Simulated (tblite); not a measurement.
C5H8O2: molecular dynamics (part 2 of 3)

The same run, continued: C5H8O2 (methyl methacrylate); GFN2-xTB Langevin dynamics, gas phase (tblite 0.8.0). 

Geometry of the input (Å):
```
C  -1.9661  1.2368  -0.3798
C  -1.0712  0.2574  -0.2954
C  -1.4114  -1.1976  -0.3244
C  0.3643  0.6287  -0.1695
O  0.7738  1.7599  -0.0752
O  1.1586  -0.4527  -0.1818
C  2.5588  -0.2421  -0.0869
H  -3.0203  1.0418  -0.4774
H  -1.6517  2.2664  -0.3538
H  -2.4851  -1.3351  -0.4197
H  -0.9118  -1.6829  -1.1606
H  -1.0679  -1.6823  0.5877
H  2.9055  -0.5965  0.8850
H  3.0358  -0.8146  -0.8819
H  2.7843  0.8207  -0.1940
```

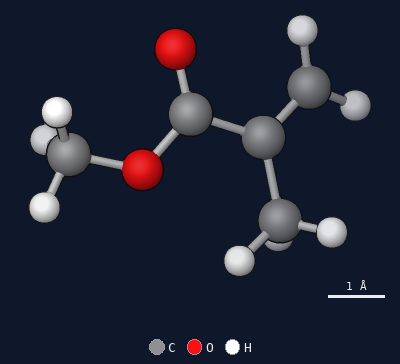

**Figure 1.** The geometry at step 21 of the log (ball-and-stick view, seen at a tilt).

**Trajectory as extended XYZ, continued**
```
15
Properties=species:S:1:pos:R:3:forces:R:3 step=13 time_fs=325.0 energy=-622.40846 temperature=415.4
C    -2.2616    1.1753   -0.5797   -0.1803  -1.0068  -0.7707
C    -1.3613    0.2012   -0.6722    1.1968  -0.6864  -0.8550
C    -1.4546   -1.1598   -1.2649   -0.8176  -0.9485   2.1745
C     0.0025    0.5488   -0.2312    1.2428   0.0219   0.0570
O     0.2661    1.6643    0.1298    0.6079   0.5323   0.5139
O     0.9901   -0.4280   -0.2740   -3.4948  -0.5376  -1.5356
C     2.1842   -0.1911    0.2992    1.9905   1.0990   0.2728
H    -3.2859    1.0669   -0.9093    0.2209   0.0988   0.1519
H    -1.8470    2.1006   -0.2953   -0.2632   0.9131   0.5782
H    -2.4416   -1.2644   -1.6656   -0.1898  -0.2985  -0.8678
H    -0.6157   -1.5533   -1.8121   -0.0039   0.7092  -0.7418
H    -1.4324   -1.8592   -0.3978   -0.1949   0.1702  -0.1047
H     2.6482   -1.1422    0.5531   -0.1044  -0.0417   0.1608
H     2.9012    0.3632   -0.3654   -0.5472  -0.2689   0.2874
H     1.9818    0.4330    1.1580    0.5371   0.2438   0.6792
15
Properties=species:S:1:pos:R:3:forces:R:3 step=14 time_fs=350.0 energy=-622.23769 temperature=313.5
C    -2.2111    1.1650   -0.5395    2.9071  -1.1053   0.8173
C    -1.3165    0.1591   -0.6407    1.1665   1.2439  -0.2853
C    -1.6008   -1.1757   -1.2664    0.9656   0.1710  -0.4441
C     0.0923    0.5660   -0.2371    0.1951  -1.4988   0.0332
O     0.4725    1.6393    0.1728   -0.5590  -0.8152  -0.4149
O     0.9280   -0.5489   -0.2851   -0.0450   1.3989  -0.0064
C     2.1583   -0.3013    0.4081   -0.3353   2.3403  -0.4759
H    -3.1884    0.9625   -0.7133   -2.5785  -0.0284  -0.5584
H    -1.8621    2.0613   -0.0641   -0.2563   0.2709  -0.1493
H    -2.6483   -1.1349   -1.4377   -0.7734  -0.2856  -0.8920
H    -0.9557   -1.4568   -2.1486   -0.8688   1.0129   0.4881
H    -1.4364   -2.0453   -0.6703    0.2543  -0.2510   1.1824
H     2.8436   -1.1039    0.2915    0.0339  -0.8855   0.1698
H     2.7270    0.6356   -0.0526   -1.2963  -1.4450   0.9496
H     1.7821   -0.0780    1.4348    1.1900  -0.1230  -0.4142
15
Properties=species:S:1:pos:R:3:forces:R:3 step=15 time_fs=375.0 energy=-622.50922 temperature=409.0
C    -2.1882    1.1923   -0.4524    0.3405  -0.1834  -0.3807
C    -1.2494    0.2414   -0.6262   -0.9510   1.6453   0.8369
C    -1.6325   -1.0480   -1.1991   -0.4829  -1.2551  -1.0918
C     0.1305    0.5139   -0.2058    0.2692  -1.1289  -0.4033
O     0.6208    1.5526    0.1098   -0.3123   1.5905   0.4156
O     0.8885   -0.5956   -0.2307    0.6348  -0.0829   0.6481
C     2.1155   -0.4588    0.5459   -0.6307   0.0628  -0.9228
H    -3.1457    0.8946   -0.8848    0.0187   0.7486   0.6025
H    -2.0040    2.1928   -0.0162   -0.1930  -0.9911  -0.4947
H    -2.7421   -1.1887   -1.3167    1.0912   0.3439   0.1120
H    -1.1516   -1.1087   -2.1767   -0.2407  -0.0227  -0.3338
H    -1.2415   -1.9288   -0.7024    0.0562   0.1004   0.5585
H     2.7680   -1.1658    0.0598    0.2623  -0.6144   0.4750
H     2.5967    0.5316    0.3772   -0.6945  -0.4179   0.4851
H     1.7923   -0.6757    1.5833    0.8321   0.2050  -0.5065
15
Properties=species:S:1:pos:R:3:forces:R:3 step=16 time_fs=400.0 energy=-622.44578 temperature=373.7
C    -2.1997    1.2439   -0.4334   -1.3166   0.1825  -0.5784
C    -1.2797    0.3402   -0.6683    2.0143  -1.4505   1.0669
C    -1.5633   -1.0050   -1.2028   -0.6686  -2.0753   0.1172
C     0.1805    0.4821   -0.1109   -2.0750  -0.6370  -0.6429
O     0.5940    1.5528    0.2052    0.9312   0.7763   0.3671
O     0.8017   -0.7002    0.0337    0.1491   0.1564   0.3781
C     2.1475   -0.6992    0.6149   -1.2274  -0.2438  -3.4205
H    -3.2524    1.0535   -0.7489    1.0159   0.2725   0.3363
H    -1.9664    2.2031   -0.0401    0.0666   0.3900   0.2580
H    -2.6455   -1.3017   -1.1648    0.8528   0.4885   0.1484
H    -1.2823   -1.0853   -2.2336    0.1870   0.2119  -0.7495
H    -0.9739   -1.8441   -0.7238   -0.6435   1.1213  -0.1030
H     2.7870   -1.0312   -0.2227    0.0019  -0.2322   0.5688
H     2.3454    0.2959    0.7825    0.7734   2.3278   0.7675
H     2.2009   -1.2800    1.4649   -0.0610  -1.2884   1.4860
15
Properties=species:S:1:pos:R:3:forces:R:3 step=17 time_fs=425.0 energy=-622.53405 temperature=473.8
C    -2.0568    1.2987   -0.3750   -0.3157   1.9613   0.9446
C    -1.3061    0.2645   -0.5415    2.8475  -1.4488  -0.5062
C    -1.6475   -1.0144   -1.2158   -0.8888  -1.0352   0.6827
C     0.1485    0.4501    0.0091   -2.3746   1.1456  -0.2104
O     0.5554    1.5484    0.3101    0.5226  -0.4767  -0.1920
O     0.7018   -0.6995    0.2195   -0.4696  -1.4067  -0.4111
C     2.0570   -0.7752    0.5487    0.1194   1.1653  -0.2297
H    -3.0726    1.4070   -0.5988   -1.0584  -0.0721  -0.4645
H    -1.5909    2.1337    0.1350   -0.2252   0.1330  -0.0476
H    -2.7298   -1.1211   -1.2398   -0.2991   0.3042  -0.2337
H    -1.3025   -1.2169   -2.2280    0.4004   0.4971   0.1914
H    -1.3597   -1.8545   -0.5758    0.4662   0.0861  -0.1450
H     2.5928   -0.6306   -0.3816    0.5812   0.0047  -0.1551
H     2.2668    0.0575    1.2243    0.4070  -0.2515   0.2213
H     2.2214   -1.7520    0.9303    0.2871  -0.6064   0.5554
15
Properties=species:S:1:pos:R:3:forces:R:3 step=18 time_fs=450.0 energy=-622.40814 temperature=363.8
C    -2.0554    1.4400   -0.3085    0.1332  -0.4931   0.5398
C    -1.3493    0.3122   -0.4447    0.7878   0.9422   0.6902
C    -1.7137   -0.9373   -1.1736    0.6161   0.7878  -1.6208
C     0.0410    0.4145    0.1406    0.6665   2.2153  -0.5626
O     0.6008    1.4997    0.2968   -0.6548  -1.1438  -0.0133
O     0.6531   -0.7207    0.3335   -0.5959  -1.6771  -0.3919
C     2.0540   -0.8464    0.5224   -0.3508  -0.2010   0.9595
H    -3.0549    1.4375   -0.6643   -0.5901   0.3658  -0.3055
H    -1.7113    2.3009    0.2888   -0.1160  -0.7460  -0.6189
H    -2.6394   -0.8714   -1.7140   -0.7308   0.5200  -0.0454
H    -0.9768   -1.1178   -2.0170   -0.3705  -0.1852   1.3583
H    -1.8457   -1.7363   -0.4950    0.5081  -0.9585   0.5382
H     2.5696   -0.2322   -0.2353    0.0235  -0.4812   0.2954
H     2.2586   -0.4057    1.5588    0.2606  -0.9141  -1.2072
H     2.1724   -1.9921    0.4093    0.4132   1.9689   0.3841
15
Properties=species:S:1:pos:R:3:forces:R:3 step=19 time_fs=475.0 energy=-622.27045 temperature=351.0
C    -2.1634    1.5149   -0.3386   -0.4664  -0.6764  -0.2002
C    -1.3463    0.4450   -0.4358   -0.5955   1.5448   1.2174
C    -1.7595   -0.7585   -1.1477   -0.8796   0.5591  -2.3410
C     0.0292    0.4506    0.1315    0.5976  -1.1440  -0.1075
O     0.6754    1.4497    0.2990    0.1005   0.1284   0.2363
O     0.5790   -0.8238    0.3276    0.5509   1.3331   0.0498
C     2.0301   -0.8090    0.6691   -1.5679  -0.5998  -0.0742
H    -3.1906    1.4141   -0.8104    1.4413   0.4082   0.7013
H    -1.9197    2.4252    0.2144   -0.0897  -0.5052  -0.4040
H    -2.3881   -0.4677   -2.0353   -0.4424  -0.1996   1.1592
H    -0.9105   -1.0340   -1.7096    1.2655  -1.4523  -0.0231
H    -2.2265   -1.5105   -0.5438    0.0827  -0.3299   0.0600
H     2.4016    0.0520    0.0930    0.4583  -0.5066   0.3684
H     2.0959   -0.6303    1.7790    0.1825  -0.2526  -1.1247
H     2.4437   -1.8357    0.3558   -0.6377   1.6927   0.4825
15
Properties=species:S:1:pos:R:3:forces:R:3 step=20 time_fs=500.0 energy=-622.41715 temperature=406.4
C    -2.1386    1.5950   -0.3391    2.5039  -0.5270   0.4972
C    -1.3927    0.5004   -0.5000    0.9215   0.5253   0.7792
C    -1.8138   -0.7509   -1.1502   -2.3098  -0.3051  -0.6584
C     0.0185    0.5168    0.0949    0.4090  -0.7221  -0.4672
O     0.7638    1.4474    0.3122   -1.4020   0.2228  -0.0526
O     0.5264   -0.7476    0.2199   -1.4925   0.8117  -0.0111
C     1.8037   -0.8041    0.7846   -0.4306   0.0140   0.1168
H    -2.9659    1.8588   -0.8804   -1.9434   0.1038  -0.7194
H    -1.6501    2.3453    0.2378   -0.0520   0.7202   0.2433
H    -2.3561   -0.5748   -2.1181    0.0288   0.2050   0.9554
H    -1.0128   -1.3476   -1.4534    1.3449  -0.9781   0.0331
H    -2.5071   -1.3497   -0.4784    0.8308   0.6895  -0.7272
H     2.4020    0.0065    0.4144    0.5078   0.2972  -0.1209
H     1.7434   -0.7849    1.8620    0.0003   0.2157   0.4702
H     2.1075   -1.7573    0.4711    1.0832  -1.2728  -0.3383
15
Properties=species:S:1:pos:R:3:forces:R:3 step=21 time_fs=525.0 energy=-622.33927 temperature=360.5
C    -1.9827    1.6713   -0.3203   -1.4781   0.7006  -0.2153
C    -1.2987    0.5729   -0.4970   -0.1556  -2.6716  -1.4282
C    -1.9396   -0.7239   -1.0291    1.1101  -1.1650   2.2336
C     0.0776    0.5286   -0.0324   -0.1769   0.6784   0.9816
O     0.5983    1.5288    0.4076    1.0316  -0.2662  -0.1672
O     0.4912   -0.7231    0.1592   -0.9186   0.3491  -1.0923
C     1.6657   -0.9344    0.8349    1.0755  -0.9734  -0.8760
H    -3.0684    1.6045   -0.3730    0.3175   0.4807  -0.2981
H    -1.4859    2.6067   -0.1724   -0.0877   0.1593   0.5217
H    -2.4716   -0.5452   -1.9053   -0.9293   0.4395  -1.2482
H    -1.2671   -1.6204   -1.2256   -0.2670   1.5464   0.2835
H    -2.6125   -1.1027   -0.2344    0.0272   0.2573  -0.4781
H     2.4432   -0.2286    0.5875    0.2852   0.2432  -0.2359
H     1.5060   -0.9333    1.8588   -0.3347   0.3333   2.2488
H     1.9265   -1.9598    0.5827    0.5009  -0.1116  -0.2299
15
Properties=species:S:1:pos:R:3:forces:R:3 step=22 time_fs=550.0 energy=-622.38054 temperature=317.9
C    -2.0645    1.7960   -0.3665   -0.0692  -0.7255  -0.3043
C    -1.4007    0.6261   -0.4561   -0.6923  -0.5439  -0.4999
C    -2.0785   -0.7221   -0.9078    1.9068   0.5614   0.6673
C     0.0060    0.5766    0.0576   -0.0102  -0.9534  -0.3157
O     0.6650    1.5128    0.4189   -0.0949   0.1931   0.2373
O     0.4672   -0.6975    0.0349    1.2189  -0.4782   1.4398
C     1.6221   -1.0558    0.9405   -0.6840   0.1122  -1.3806
H    -3.0961    1.8631   -0.7933    1.1262   0.2037   0.7164
H    -1.5663    2.6451    0.1358   -0.5817  -0.5375  -0.6762
H    -2.7775   -0.6190   -1.7077   -0.2524   0.3281  -0.3721
H    -1.3707   -1.5635   -1.1278   -0.2698   1.1904  -0.1025
H    -2.5719   -1.0584   -0.0233   -0.6985  -0.1982   0.5673
H     2.5602   -0.5245    0.5923   -1.0858  -0.7731   0.3678
H     1.3389   -0.7427    1.9401    0.1435   0.2177   0.0642
H     1.6871   -2.1863    0.9462    0.0435   1.4035  -0.4089
15
Properties=species:S:1:pos:R:3:forces:R:3 step=23 time_fs=575.0 energy=-622.30139 temperature=332.0
C    -2.0493    1.8428   -0.4679    2.4747  -1.4773   0.6328
C    -1.3933    0.6653   -0.3401   -3.4612   1.4847  -0.6851
C    -2.1631   -0.5158   -0.8039   -1.3737  -0.3334   0.6280
C    -0.0620    0.5954    0.1235    2.1616  -0.7649   0.1416
O     0.6436    1.5132    0.4377    0.2255   0.8991   0.5045
O     0.4095   -0.6656    0.1122    0.6753  -1.0590   0.9522
C     1.6544   -0.9719    0.8569   -1.5719   2.1744   0.3541
H    -3.0244    1.8595   -0.7695   -2.0244   0.2105  -0.6578
H    -1.5305    2.7297   -0.3054    0.5334   1.3297   0.3978
H    -3.0666   -0.1629   -1.3893    0.9754  -0.6971   0.8342
H    -1.4879   -1.0032   -1.4328    0.7098  -1.1720  -1.2702
H    -2.4504   -1.2609   -0.0126    0.1456   0.9071  -0.5753
H     2.4797   -0.7693    0.1685    0.0037  -0.0197   0.5570
H     1.6255   -0.3021    1.8142    0.4598  -0.8884  -1.7217
H     1.5631   -1.9890    1.1676    0.0664  -0.5936  -0.0922
15
Properties=species:S:1:pos:R:3:forces:R:3 step=24 time_fs=600.0 energy=-622.56846 temperature=506.6
C    -1.9056    2.0373   -0.5329    0.6134  -0.7394   0.3045
C    -1.4270    0.7843   -0.4195   -0.8713  -0.1122   0.3660
C    -2.2052   -0.4762   -0.7583    1.9472  -1.2868   0.6184
C    -0.0365    0.6484    0.1157    0.3393  -0.0605  -0.4795
O     0.6552    1.6041    0.3932   -0.1671  -0.4849   0.1131
O     0.4167   -0.6371    0.1783   -1.6802   1.0851  -0.6575
C     1.7220   -0.8547    0.5929   -0.0869   1.7126   1.8098
H    -2.9052    2.2432   -0.9088    0.5168   0.1012   0.2091
H    -1.2049    2.8095   -0.1943   -0.7343  -0.0463  -0.4150
H    -3.2810   -0.3655   -0.8012    0.1508   0.1081   0.2017
H    -1.8216   -0.7969   -1.7386   -0.3596   0.0230   0.1010
H    -1.8619   -1.3582   -0.0547   -0.9500   1.7800  -1.0617
H     2.3427   -1.0306   -0.2476    0.7922  -0.0050  -0.5422
H     2.0334    0.0165    1.2658    0.0840  -0.7399  -1.1444
H     1.6250   -1.6767    1.2482    0.4060  -1.3350   0.5766
15
Properties=species:S:1:pos:R:3:forces:R:3 step=25 time_fs=625.0 energy=-622.19531 temperature=471.9
C    -1.7771    2.1219   -0.5483   -2.1044   2.1818  -1.1738
C    -1.4100    0.8695   -0.4087   -0.2222  -2.2814  -0.6499
C    -2.1704   -0.4275   -0.8044    0.5888   1.0805  -0.1356
C    -0.0077    0.7255    0.0705    0.4609   1.9369   0.4673
O     0.6278    1.7625    0.3426   -0.2974  -2.7869  -0.2874
O     0.4322   -0.5438    0.1354   -1.7489   1.6015  -0.3672
C     1.7743   -0.7155    0.3437    0.1296  -2.6424   1.4294
H    -2.8007    2.4887   -1.0430    2.3123  -0.9119   1.2886
H    -1.0313    2.8935   -0.2390   -1.0719  -0.5805  -0.3726
H    -3.1936   -0.3815   -0.4882   -0.5485   0.3364  -0.1429
H    -2.1011   -0.7006   -1.8664   -0.1237   0.7530   0.1288
H    -1.7632   -1.2853   -0.3317    0.6677  -0.5276   0.8080
H     2.1744   -1.0494   -0.5974    0.6870  -0.3657  -0.1386
H     2.2455    0.1317    0.7200    0.8481   1.7175   0.3708
H     1.8161   -1.4912    1.1860    0.4227   0.4888  -1.2251
15
Properties=species:S:1:pos:R:3:forces:R:3 step=26 time_fs=650.0 energy=-622.38798 temperature=510.3
C    -1.9271    2.0817   -0.6281   -0.9121   2.0761   0.0067
C    -1.4614    0.8999   -0.3480    1.9135  -0.4653   0.0982
C    -2.1406   -0.2981   -0.8208   -2.2767  -0.9404   1.8824
C    -0.0374    0.8445    0.1018    0.5664  -1.1781  -0.7851
O     0.7186    1.7513    0.3221   -0.3489   0.5244   0.2967
O     0.4001   -0.4339    0.0206    0.9409   0.1907   0.5797
C     1.8576   -0.6752    0.1288   -2.9266  -2.3265  -0.3180
H    -2.9529    2.2634   -0.9528    0.5369  -0.0469  -0.0903
H    -1.2752    2.9217   -0.4532   -0.2927   0.2936   0.1349
H    -3.1825   -0.1941   -0.4056    0.4589  -0.1753  -0.9022
H    -2.1350   -0.3625   -1.8727   -0.1689   0.0519  -1.1017
H    -1.8346   -1.2483   -0.4267    0.7194  -0.2583   0.2612
H     2.0278   -1.1019   -0.8548    0.6394  -0.3159   0.1039
H     2.3760    0.1920    0.2729    1.1532   2.2361   0.4183
H     1.9980   -1.3940    0.9606   -0.0028   0.3339  -0.5846
15
Properties=species:S:1:pos:R:3:forces:R:3 step=27 time_fs=675.0 energy=-622.25707 temperature=376.6
C    -2.0810    2.1396   -0.5184    2.4725  -1.8453   0.8234
C    -1.4934    0.9438   -0.3899    1.8351   0.5789   0.3404
C    -2.1528   -0.3198   -0.7243   -1.2666  -2.5672   0.9464
C     0.0149    0.8570   -0.0255   -1.4487  -1.3942   0.2217
O     0.6648    1.8088    0.2836    0.5655   0.3799  -0.1057
O     0.4685   -0.4407   -0.0266    1.7851   0.9292   0.0448
C     2.0010   -0.6349   -0.0139   -2.8927   1.0643  -0.5566
H    -3.0227    2.1478   -0.8564   -3.2677   0.1929  -1.0028
H    -1.6434    3.0527   -0.2840    0.8867   1.0571   0.2916
H    -3.2081   -0.4312   -0.3182    1.0052   0.6458  -0.5123
H    -2.2105   -0.4701   -1.7970    0.0343   0.0083  -0.1383
H    -1.6558   -1.2489   -0.2821   -0.1870   1.3883  -0.6135
H     2.1498   -1.0922   -0.9725    0.3941  -0.4809  -0.1843
H     2.4036    0.3600   -0.0095    0.3146   0.4827   0.0895
H     2.3393   -1.1864    0.8342   -0.2303  -0.4399   0.3558
15
Properties=species:S:1:pos:R:3:forces:R:3 step=28 time_fs=700.0 energy=-622.38734 temperature=513.4
C    -1.9932    2.0738   -0.2713   -1.5324  -2.2589  -0.7878
C    -1.4583    0.8304   -0.3525    0.6564   1.4661   1.2042
C    -2.2410   -0.4128   -0.6532    1.4554  -0.3939  -1.5724
C     0.0353    0.8003   -0.0268   -0.8977   3.0716  -0.4145
O     0.6228    1.8691    0.2263   -0.6018  -2.5288  -0.2592
O     0.5458   -0.3781   -0.1840    0.2331  -1.2306  -0.2677
C     1.9541   -0.5266   -0.0575    0.1611   0.9695   0.1147
H    -3.0795    2.0886   -0.4994    0.8104   0.5208   0.2597
H    -1.4743    2.9781   -0.0790    0.3006   0.1320   0.1013
H    -3.2407   -0.3674   -0.3747   -1.8225   0.7026   0.4944
H    -2.2457   -0.5189   -1.7905    0.2337  -0.2967   1.3654
H    -1.8984   -1.3286   -0.1465    0.5676   0.4710  -0.5294
H     2.3703   -0.8959   -1.0333   -0.2749   0.6018   0.8880
H     2.2596    0.5364    0.2537    0.4635  -1.5353  -0.4709
H     2.1131   -1.2804    0.7230    0.2475   0.3089  -0.1258
```
